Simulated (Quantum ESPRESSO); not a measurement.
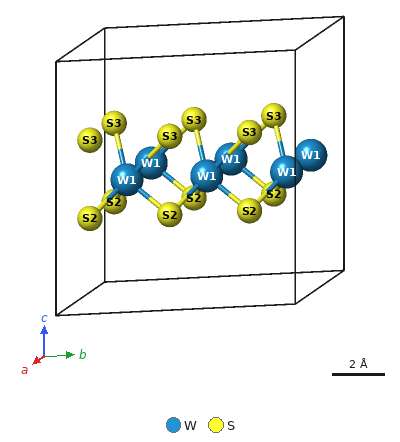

The structure (ball-and-stick view of the 2 × 3 repeat of the cell, with the vacuum cut short, seen slightly off an axis; atoms are numbered from 1 in the order of the input). An atom can appear more than once, as a periodic image.

**WS2: projected density-of-states run (part 1 of 3)**

System: WS2 (P1, 3 atoms in the cell).
Method: Kohn-Sham DFT of a periodic cell, BLYP with D3, GBRV 1.5 PBE, no spin polarisation (Quantum ESPRESSO 7.5).

The structure derives from a Materials Project entry.

Input file
```
&CONTROL
  calculation = 'scf'
  prefix = 'pwscf'
  outdir = './tmp'
  pseudo_dir = './pseudo'
  tprnfor = .true.
  tstress = .true.
  disk_io = 'low'
/
&SYSTEM
  ibrav = 0
  nat = 3
  ntyp = 2
  ecutwfc = 45
  ecutrho = 360
  nbnd = 20
  input_dft = 'blyp'
  occupations = 'smearing'
  smearing = 'mv'
  degauss = 0.01469973
  vdw_corr = 'grimme-d3'
  dftd3_version = 3
/
&ELECTRONS
  conv_thr = 6d-10
  electron_maxstep = 120
  mixing_beta = 0.5
/
ATOMIC_SPECIES
W    183.8400 w_pbe_v1.2.uspp.F.UPF
S     32.0600 s_pbe_v1.4.uspp.F.UPF
CELL_PARAMETERS angstrom
   3.1835163600    0.0000000000    0.0000000000
  -1.5917581800    2.7570060400    0.0000000000
   0.0000000000    0.0000000000   16.9505778900
ATOMIC_POSITIONS angstrom
W     -0.2275763093    1.8311031119   16.7071184348
S      1.7055463347    0.9224524523   15.5128458069
S      1.7055463347    0.9224524523    1.6811915383
K_POINTS automatic
8 8 2 0 0 0
```

File nscf.in
```
&CONTROL
  calculation = 'nscf'
  prefix = 'pwscf'
  outdir = './tmp'
  pseudo_dir = './pseudo'
  disk_io = 'low'
/
&SYSTEM
  ibrav = 0
  nat = 3
  ntyp = 2
  ecutwfc = 45
  ecutrho = 360
  nbnd = 20
  input_dft = 'blyp'
  occupations = 'tetrahedra_opt'
  vdw_corr = 'grimme-d3'
  dftd3_version = 3
/
&ELECTRONS
  conv_thr = 1d-08
  electron_maxstep = 120
  mixing_beta = 0.5
/
ATOMIC_SPECIES
W    183.8400 w_pbe_v1.2.uspp.F.UPF
S     32.0600 s_pbe_v1.4.uspp.F.UPF
CELL_PARAMETERS angstrom
   3.1835163600    0.0000000000    0.0000000000
  -1.5917581800    2.7570060400    0.0000000000
   0.0000000000    0.0000000000   16.9505778900
ATOMIC_POSITIONS angstrom
W     -0.2275763093    1.8311031119   16.7071184348
S      1.7055463347    0.9224524523   15.5128458069
S      1.7055463347    0.9224524523    1.6811915383
K_POINTS automatic
12 12 3 0 0 0
```

File projwfc.in
```
&PROJWFC
  prefix = 'pwscf'
  outdir = './tmp'
  filpdos = 'p'
  Emin = -13
  Emax = 12
  DeltaE = 0.05
/
```

Machine: 1 thread of AMD EPYC (Zen 5), 16 GiB of memory available, shared host.

Run as:
```bash
OMP_NUM_THREADS=1 pw.x -in pw.in > pw.out
OMP_NUM_THREADS=1 pw.x -in nscf.in > nscf.out
OMP_NUM_THREADS=1 projwfc.x -in projwfc.in > projwfc.out
```

The program's output
```
This program is part of the open-source Quantum ESPRESSO suite
     for quantum simulation of materials; please cite
         "P. Giannozzi et al., J. Phys.:Condens. Matter 21 395502 (2009);
         "P. Giannozzi et al., J. Phys.:Condens. Matter 29 465901 (2017);
         "P. Giannozzi et al., J. Chem. Phys. 152 154105 (2020);
          URL
     in publications or presentations arising from this work. More details at

     IMPORTANT: XC functional enforced from input :
     Exchange-correlation= BLYP
                           (   1   3   1   3   0   0   0)
     Any further DFT definition will be discarded
     Please, verify this is what you really want

     G-vector sticks info
     --------------------
     sticks:   dense  smooth     PW     G-vecs:    dense   smooth      PW
     Sum         913     439    139               115705    40871    6729

     Using Slab Decomposition

     bravais-lattice index     =            0
     lattice parameter (alat)  =       6.0160  a.u.
     unit-cell volume          =    1003.9820 (a.u.)^3
     number of atoms/cell      =            3
     number of atomic types    =            2
     number of electrons       =        26.00
     number of Kohn-Sham states=           20
     kinetic-energy cutoff     =      45.0000  Ry
     charge density cutoff     =     360.0000  Ry
     scf convergence threshold =      6.0E-10
     mixing beta               =       0.5000
     number of iterations used =            8  plain     mixing
     Exchange-correlation= BLYP
                           (   1   3   1   3   0   0   0)

     celldm(1)=   6.015974  celldm(2)=   0.000000  celldm(3)=   0.000000
     celldm(4)=   0.000000  celldm(5)=   0.000000  celldm(6)=   0.000000

     crystal axes: (cart. coord. in units of alat)
               a(1) = (   1.000000   0.000000   0.000000 )
               a(2) = (  -0.500000   0.866025   0.000000 )
               a(3) = (   0.000000   0.000000   5.324483 )

     reciprocal axes: (cart. coord. in units 2 pi/alat)
               b(1) = (  1.000000  0.577350 -0.000000 )
               b(2) = (  0.000000  1.154701  0.000000 )
               b(3) = (  0.000000 -0.000000  0.187812 )

     PseudoPot. # 1 for W  read from file:
     w_pbe_v1.2.uspp.F.UPF
     Pseudo is Ultrasoft + core correction, Zval = 14.0
     Generated by new atomic code, or converted to UPF format
     Using radial grid of  923 points,  8 beta functions with:
                l(1) =   0
                l(2) =   0
                l(3) =   0
                l(4) =   1
                l(5) =   1
                l(6) =   2
                l(7) =   2
                l(8) =   3
     Q(r) pseudized with  6 coefficients,  rinner =    1.350   1.350   1.350
                                                       1.350   1.350   1.350
                                                       1.350

     PseudoPot. # 2 for S  read from file:
     s_pbe_v1.4.uspp.F.UPF
     Pseudo is Ultrasoft + core correction, Zval =  6.0
     Generated by new atomic code, or converted to UPF format
     Using radial grid of  907 points,  6 beta functions with:
                l(1) =   0
                l(2) =   0
                l(3) =   1
                l(4) =   1
                l(5) =   2
                l(6) =   2
     Q(r) pseudized with  8 coefficients,  rinner =    1.300   1.300   1.300
                                                       1.300   1.300

     atomic species   valence    mass     pseudopotential
     W                14.00   183.84000     W ( 1.00)
     S                 6.00    32.06000     S ( 1.00)

     No symmetry found

   Cartesian axes

     site n.     atom                  positions (alat units)
         1        W      tau(   1) = (  -0.0714858   0.5751826   5.2480077  )
         2        S      tau(   2) = (   0.5357429   0.2897590   4.8728651  )
         3        S      tau(   3) = (   0.5357429   0.2897590   0.5280926  )

     --------------------------------------------
     DFT-D3 Dispersion Correction (3-body terms):
     --------------------------------------------
       Reference C6 values for interpolation:

         atom   Coordination number   C6
         S          0.000           268.01
         S          0.995           261.99
         S          1.990           251.62
         W          0.000          1628.72
         W          1.929          1086.81
         W         10.915           796.19

       Values used:

         atom   Coordination number  R0_AB[au]  C6      C8
         W          9.364            3.766    796.19 128250.55
         S          3.750            3.128    251.62  12327.25
         S          3.213            3.128    251.62  12327.25

         Molecular C6 ( Ry / a.u.^6 ) =      3588.74

     number of k points=    68  Marzari-Vanderbilt smearing, width (Ry)=  0.0147
                       cart. coord. in units 2pi/alat
        k(    1) = (   0.0000000   0.0000000   0.0000000), wk =   0.0156250
        k(    2) = (   0.0000000   0.0000000  -0.0939058), wk =   0.0156250
        k(    3) = (   0.0000000   0.1443376   0.0000000), wk =   0.0312500
        k(    4) = (   0.0000000   0.1443376  -0.0939058), wk =   0.0312500
        k(    5) = (   0.0000000   0.2886751   0.0000000), wk =   0.0312500
        k(    6) = (   0.0000000   0.2886751  -0.0939058), wk =   0.0312500
        k(    7) = (   0.0000000   0.4330127   0.0000000), wk =   0.0312500
        k(    8) = (   0.0000000   0.4330127  -0.0939058), wk =   0.0312500
        k(    9) = (   0.0000000  -0.5773503   0.0000000), wk =   0.0156250
        k(   10) = (   0.0000000  -0.5773503  -0.0939058), wk =   0.0156250
        k(   11) = (   0.1250000   0.2165064   0.0000000), wk =   0.0312500
        k(   12) = (   0.1250000   0.2165064  -0.0939058), wk =   0.0312500
        k(   13) = (   0.1250000   0.3608439   0.0000000), wk =   0.0312500
        k(   14) = (   0.1250000   0.3608439  -0.0939058), wk =   0.0312500
        k(   15) = (   0.1250000   0.5051815   0.0000000), wk =   0.0312500
        k(   16) = (   0.1250000   0.5051815  -0.0939058), wk =   0.0312500
        k(   17) = (   0.2500000   0.4330127   0.0000000), wk =   0.0312500
        k(   18) = (   0.2500000   0.4330127  -0.0939058), wk =   0.0312500
        k(   19) = (   0.2500000   0.5773503   0.0000000), wk =   0.0312500
        k(   20) = (   0.2500000   0.5773503  -0.0939058), wk =   0.0312500
        k(   21) = (  -0.1250000   0.0721688   0.0000000), wk =   0.0312500
        k(   22) = (   0.1250000   0.0721688   0.0000000), wk =   0.0312500
        k(   23) = (  -0.1250000   0.0721688  -0.0939058), wk =   0.0312500
        k(   24) = (   0.1250000   0.0721688  -0.0939058), wk =   0.0312500
        k(   25) = (  -0.2500000   0.1443376   0.0000000), wk =   0.0312500
        k(   26) = (   0.2500000   0.1443376   0.0000000), wk =   0.0312500
        k(   27) = (  -0.2500000   0.1443376  -0.0939058), wk =   0.0312500
        k(   28) = (   0.2500000   0.1443376  -0.0939058), wk =   0.0312500
        k(   29) = (  -0.3750000   0.2165064   0.0000000), wk =   0.0312500
        k(   30) = (   0.3750000   0.2165064   0.0000000), wk =   0.0312500
        k(   31) = (  -0.3750000   0.2165064  -0.0939058), wk =   0.0312500
        k(   32) = (   0.3750000   0.2165064  -0.0939058), wk =   0.0312500
        k(   33) = (   0.5000000  -0.2886751   0.0000000), wk =   0.0156250
        k(   34) = (  -0.5000000  -0.2886751   0.0000000), wk =   0.0156250
        k(   35) = (   0.5000000  -0.2886751  -0.0939058), wk =   0.0156250
        k(   36) = (  -0.5000000  -0.2886751  -0.0939058), wk =   0.0156250
        k(   37) = (  -0.1250000   0.2165064   0.0000000), wk =   0.0312500
        k(   38) = (   0.2500000   0.0000000   0.0000000), wk =   0.0312500
        k(   39) = (  -0.1250000   0.2165064   0.0939058), wk =   0.0312500
        k(   40) = (   0.2500000   0.0000000  -0.0939058), wk =   0.0312500
        k(   41) = (  -0.1250000   0.3608439   0.0000000), wk =   0.0312500
        k(   42) = (  -0.2500000   0.2886751   0.0000000), wk =   0.0312500
        k(   43) = (   0.3750000   0.0721688   0.0000000), wk =   0.0312500
        k(   44) = (  -0.2500000  -0.2886751   0.0000000), wk =   0.0312500
        k(   45) = (   0.3750000  -0.0721688   0.0000000), wk =   0.0312500
        k(   46) = (  -0.1250000   0.3608439   0.0939058), wk =   0.0312500
        k(   47) = (  -0.2500000   0.2886751  -0.0939058), wk =   0.0312500
        k(   48) = (   0.3750000   0.0721688  -0.0939058), wk =   0.0312500
        k(   49) = (  -0.2500000  -0.2886751   0.0939058), wk =   0.0312500
        k(   50) = (   0.3750000  -0.0721688   0.0939058), wk =   0.0312500
        k(   51) = (  -0.1250000   0.5051815   0.0000000), wk =   0.0312500
        k(   52) = (  -0.3750000   0.3608439   0.0000000), wk =   0.0312500
        k(   53) = (   0.5000000   0.1443376   0.0000000), wk =   0.0312500
        k(   54) = (  -0.3750000  -0.3608439   0.0000000), wk =   0.0312500
        k(   55) = (   0.5000000  -0.1443376   0.0000000), wk =   0.0312500
        k(   56) = (  -0.1250000   0.5051815   0.0939058), wk =   0.0312500
        k(   57) = (  -0.3750000   0.3608439  -0.0939058), wk =   0.0312500
        k(   58) = (   0.5000000   0.1443376  -0.0939058), wk =   0.0312500
        k(   59) = (  -0.3750000  -0.3608439   0.0939058), wk =   0.0312500
        k(   60) = (   0.5000000  -0.1443376   0.0939058), wk =   0.0312500
        k(   61) = (  -0.2500000   0.4330127   0.0000000), wk =   0.0312500
        k(   62) = (   0.5000000   0.0000000   0.0000000), wk =   0.0312500
        k(   63) = (  -0.2500000   0.4330127   0.0939058), wk =   0.0312500
        k(   64) = (   0.5000000   0.0000000  -0.0939058), wk =   0.0312500
        k(   65) = (  -0.3750000   0.5051815   0.0000000), wk =   0.0312500
        k(   66) = (   0.6250000   0.0721688   0.0000000), wk =   0.0312500
        k(   67) = (  -0.3750000   0.5051815  -0.0939058), wk =   0.0312500
        k(   68) = (   0.6250000   0.0721688  -0.0939058), wk =   0.0312500

     Dense  grid:   115705 G-vectors     FFT dimensions: (  40,  40, 200)

     Smooth grid:    40871 G-vectors     FFT dimensions: (  25,  25, 144)

     Initial potential from superposition of free atoms

     starting charge      25.8996, renormalised to      26.0000

     negative rho (up, down):  6.262E-02 0.000E+00
     Starting wfcs are   21 randomized atomic wfcs

     Self-consistent Calculation

     iteration #  1     ecut=    45.00 Ry     beta= 0.50
     Davidson diagonalization with overlap
     ethr =  1.00E-02,  avg # of iterations =  6.0

     Threshold (ethr) on eigenvalues was too large:
     Diagonalizing with lowered threshold

     Davidson diagonalization with overlap
     ethr =  3.98E-04,  avg # of iterations =  4.0

     negative rho (up, down):  6.396E-02 0.000E+00

     total energy              =    -206.81116077 Ry
     estimated scf accuracy    <       0.11847719 Ry

     iteration #  2     ecut=    45.00 Ry     beta= 0.50
     Davidson diagonalization with overlap
     ethr =  4.56E-04,  avg # of iterations =  4.3

     negative rho (up, down):  6.504E-02 0.000E+00

     total energy              =    -206.83094308 Ry
     estimated scf accuracy    <       0.00886990 Ry

     iteration #  3     ecut=    45.00 Ry     beta= 0.50
     Davidson diagonalization with overlap
     ethr =  3.41E-05,  avg # of iterations =  6.9

     negative rho (up, down):  6.512E-02 0.000E+00

     total energy              =    -206.82840964 Ry
     estimated scf accuracy    <       0.03325709 Ry

     iteration #  4     ecut=    45.00 Ry     beta= 0.50
     Davidson diagonalization with overlap
     ethr =  3.41E-05,  avg # of iterations =  3.8

     negative rho (up, down):  6.528E-02 0.000E+00

     total energy              =    -206.83129049 Ry
     estimated scf accuracy    <       0.01654116 Ry

     iteration #  5     ecut=    45.00 Ry     beta= 0.50
     Davidson diagonalization with overlap
     ethr =  3.41E-05,  avg # of iterations =  2.2

     negative rho (up, down):  6.554E-02 0.000E+00

     total energy              =    -206.83288561 Ry
     estimated scf accuracy    <       0.00292994 Ry

     iteration #  6     ecut=    45.00 Ry     beta= 0.50
     Davidson diagonalization with overlap
     ethr =  1.13E-05,  avg # of iterations =  1.1

     negative rho (up, down):  6.552E-02 0.000E+00

     total energy              =    -206.83319042 Ry
     estimated scf accuracy    <       0.00002710 Ry

     iteration #  7     ecut=    45.00 Ry     beta= 0.50
     Davidson diagonalization with overlap
     ethr =  1.04E-07,  avg # of iterations =  4.5

     negative rho (up, down):  6.544E-02 0.000E+00

     total energy              =    -206.83320353 Ry
     estimated scf accuracy    <       0.00001362 Ry

     iteration #  8     ecut=    45.00 Ry     beta= 0.50
     Davidson diagonalization with overlap
     ethr =  5.24E-08,  avg # of iterations =  2.0

     negative rho (up, down):  6.539E-02 0.000E+00

     total energy              =    -206.83320572 Ry
     estimated scf accuracy    <       0.00000026 Ry

     iteration #  9     ecut=    45.00 Ry     beta= 0.50
     Davidson diagonalization with overlap
     ethr =  9.91E-10,  avg # of iterations =  4.7

     negative rho (up, down):  6.537E-02 0.000E+00

     total energy              =    -206.83320593 Ry
     estimated scf accuracy    <       0.00000021 Ry

     iteration # 10     ecut=    45.00 Ry     beta= 0.50
     Davidson diagonalization with overlap
     ethr =  8.05E-10,  avg # of iterations =  2.0

     negative rho (up, down):  6.536E-02 0.000E+00

     total energy              =    -206.83320595 Ry
     estimated scf accuracy    <          2.5E-09 Ry

     iteration # 11     ecut=    45.00 Ry     beta= 0.50
     Davidson diagonalization with overlap
     ethr =  9.46E-12,  avg # of iterations =  4.3

     negative rho (up, down):  6.536E-02 0.000E+00

     End of self-consistent calculation

          k = 0.0000 0.0000 0.0000 (  5109 PWs)   bands (ev):

   -73.1675 -37.7523 -37.4450 -37.2434 -14.4468 -12.1538  -5.9421  -3.9743
    -3.5859  -2.0477  -0.7078   0.9674   1.6283   1.9409   2.6574   3.8394
     5.4668   5.6704   6.0969   6.6806

          k = 0.0000 0.0000-0.0939 (  5096 PWs)   bands (ev):

   -73.1675 -37.7523 -37.4450 -37.2434 -14.4468 -12.1538  -5.9421  -3.9743
    -3.5859  -2.0477  -0.7078   0.9674   1.6283   1.9409   2.6574   3.8393
     5.5421   5.6324   5.9282   7.0640

          k = 0.0000 0.1443 0.0000 (  5165 PWs)   bands (ev):

   -73.1649 -37.7630 -37.4697 -37.2682 -14.2129 -12.0361  -5.6437  -4.3480
    -3.6700  -1.9394  -0.8528   0.5231   1.2757   1.6315   2.7672   3.9478
     5.5030   5.9674   6.5125   7.0452

          k = 0.0000 0.1443-0.0939 (  5146 PWs)   bands (ev):

   -73.1649 -37.7630 -37.4696 -37.2681 -14.2129 -12.0361  -5.6437  -4.3480
    -3.6699  -1.9393  -0.8528   0.5231   1.2757   1.6316   2.7672   3.9480
     5.4916   6.0994   6.2499   7.4242

          k = 0.0000 0.2887 0.0000 (  5143 PWs)   bands (ev):

   -73.1586 -37.8079 -37.5204 -37.3129 -13.6376 -11.7004  -5.3466  -4.7462
    -3.7139  -1.9289  -1.5636   0.0668   0.4975   1.5994   2.7265   4.2142
     5.8572   6.7731   7.3877   7.8265

          k = 0.0000 0.2887-0.0939 (  5148 PWs)   bands (ev):

   -73.1586 -37.8080 -37.5204 -37.3129 -13.6376 -11.7004  -5.3466  -4.7462
    -3.7139  -1.9289  -1.5636   0.0668   0.4975   1.5994   2.7265   4.2143
     5.8506   6.9287   7.0706   8.1611

          k = 0.0000 0.4330 0.0000 (  5117 PWs)   bands (ev):

   -73.1522 -37.8813 -37.5535 -37.3436 -13.0641 -11.2291  -6.0151  -4.4152
    -3.4680  -2.8849  -1.7906  -0.2595   0.8706   2.0342   2.7035   4.2935
     5.8583   6.8355   7.7597   8.5899

          k = 0.0000 0.4330-0.0939 (  5106 PWs)   bands (ev):

   -73.1522 -37.8813 -37.5534 -37.3436 -13.0641 -11.2291  -6.0152  -4.4151
    -3.4680  -2.8849  -1.7906  -0.2594   0.8706   2.0342   2.7035   4.2936
     5.8581   6.8364   7.7594   8.5616

          k = 0.0000-0.5774 0.0000 (  5106 PWs)   bands (ev):

   -73.1495 -37.9182 -37.5629 -37.3532 -12.8363 -10.9589  -6.2985  -4.4280
    -3.7749  -2.9671  -1.6333  -0.3356   1.2680   2.5717   2.8234   3.9051
     5.3265   6.2123   8.5072   8.7042

          k = 0.0000-0.5774-0.0939 (  5116 PWs)   bands (ev):

   -73.1495 -37.9182 -37.5629 -37.3533 -12.8363 -10.9589  -6.2985  -4.4280
    -3.7749  -2.9671  -1.6333  -0.3356   1.2680   2.5717   2.8234   3.9051
     5.3264   6.2124   8.5078   8.7018

          k = 0.1250 0.2165 0.0000 (  5147 PWs)   bands (ev):

   -73.1602 -37.8210 -37.5066 -37.2804 -13.7758 -11.8492  -5.1529  -4.6785
    -3.4652  -1.8320  -1.3706  -0.3698   0.1566   2.1704   2.6308   4.1991
     5.6265   6.5353   7.1723   7.6200

          k = 0.1250 0.2165-0.0939 (  5152 PWs)   bands (ev):

   -73.1602 -37.8210 -37.5066 -37.2805 -13.7758 -11.8492  -5.1529  -4.6785
    -3.4652  -1.8320  -1.3706  -0.3698   0.1566   2.1704   2.6308   4.1992
     5.6176   6.7217   6.8194   8.0019

          k = 0.1250 0.3608 0.0000 (  5126 PWs)   bands (ev):

   -73.1538 -37.8868 -37.5326 -37.3269 -13.2190 -11.4173  -5.4475  -4.5012
    -3.2826  -2.6816  -1.6635  -0.5697   0.0896   1.9573   2.5942   4.2985
     5.9401   7.4357   7.7565   8.2575

          k = 0.1250 0.3608-0.0939 (  5116 PWs)   bands (ev):

   -73.1538 -37.8867 -37.5326 -37.3268 -13.2190 -11.4173  -5.4475  -4.5011
    -3.2826  -2.6816  -1.6635  -0.5697   0.0896   1.9573   2.5942   4.2986
     5.9392   7.4566   7.7533   8.1618

          k = 0.1250 0.5052 0.0000 (  5100 PWs)   bands (ev):

   -73.1495 -37.9219 -37.5526 -37.3632 -12.8427 -10.9693  -5.9626  -4.5274
    -3.6331  -2.9269  -1.7177  -0.6680   0.6203   2.3508   2.7428   4.3153
     5.1958   6.9358   8.7056   8.8817

          k = 0.1250 0.5052-0.0939 (  5102 PWs)   bands (ev):
```
